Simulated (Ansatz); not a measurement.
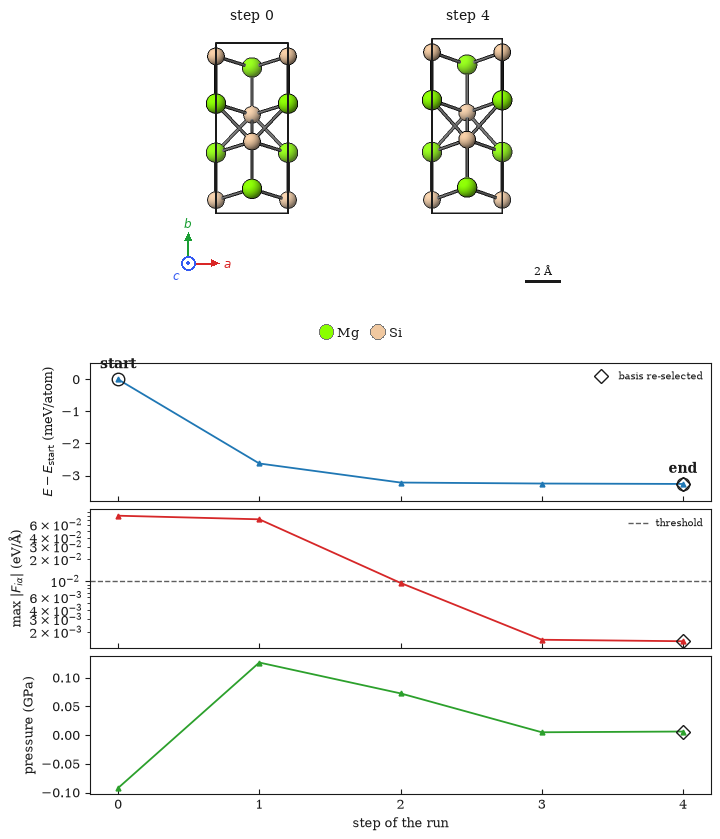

First and last geometry of a relaxation of a crystal of MgSi (a generated structure, set up in Cmcm), with the history of the run. The picture is a ball-and-stick view of the conventional cell (2 times the calculation's cell), seen along the c axis. Lengths and directions refer to the drawn axes.

Case: Ca → Mg on all its sites, cell and atoms relaxed.

Theory: Ansatz 0.2.0, DFT PBEsol, scalar-relativistic, plane waves, PAW.

The input:
```yaml
crystal:
  lattice:
    - [2.0703318149, -4.898699713, 0.0]
    - [2.0703318149, 4.898699713, 0.0]
    - [0.0, 0.0, 3.6534049816]
  atoms:
    - { symbol: Mg, position: [0.6438398682, 0.3561601318, 0.25] }
    - { symbol: Mg, position: [0.3561601318, 0.6438398682, 0.75] }
    - { symbol: Si, position: [0.921563985, 0.078436015, 0.25] }
    - { symbol: Si, position: [0.078436015, 0.921563985, 0.75] }
basis:
  ecutwfc: 420
kpoints:
  mp_grid: { grid: [12, 12, 12] }
hamiltonian:
  xc: pbesol
scf:
  occupations: { method: gaussian, width: 0.1 }
output:
  forces: true
  stress: true
  eigenvalues: true
  write_density: true
  write_potential: true
  elf: true
  volumetric_format: npy
relax:
  adjacent_minimum: "off"
  f_tol: 0.01
  max_steps: 60
  cell: { stress_tol: 0.1 }
```

Command:
```bash
ansatz run input.yaml --threads 1 --pin off --max-ram 2560MiB --backend cpu --events-out ev --progress --plain --runs-dir out
```

Read the history and describe the run.

Answer. It converged. Over 3 accepted moves (4 points after the start) the energy falls by 3.3 meV per atom. Largest force component: 0.08 eV/Å at the start, 0.0015 eV/Å at the end. Pressure: −0.09 GPa at the start and 0.01 GPa at the end. The SCF was repeated once at an unchanged geometry on a basis and grid sized afresh for the cell, which shifted the energy by less than 0.05 meV per atom at most. The largest moves relative to the cell, 0.045 Å, are those of Mg1 and Mg2. Mg1 goes along −b. Largest moves by element: Mg 0.045 Å, Si 0.011 Å. The volume changes by −0.4 %, with a 4.141 → 4.038 Å (−2.5 %), b 9.797 → 10.039 Å (+2.5 %), c 3.653 → 3.642 Å (−0.3 %). Among the contacts that change: Mg1–Si3 2.721 → 2.753 Å, Mg1–Si3 (another image) 3.005 → 3.035 Å, Mg1–Si4 2.834 → 2.811 Å, Si3–Si4 2.387 → 2.394 Å. The space group stays Cmcm (No. 63).
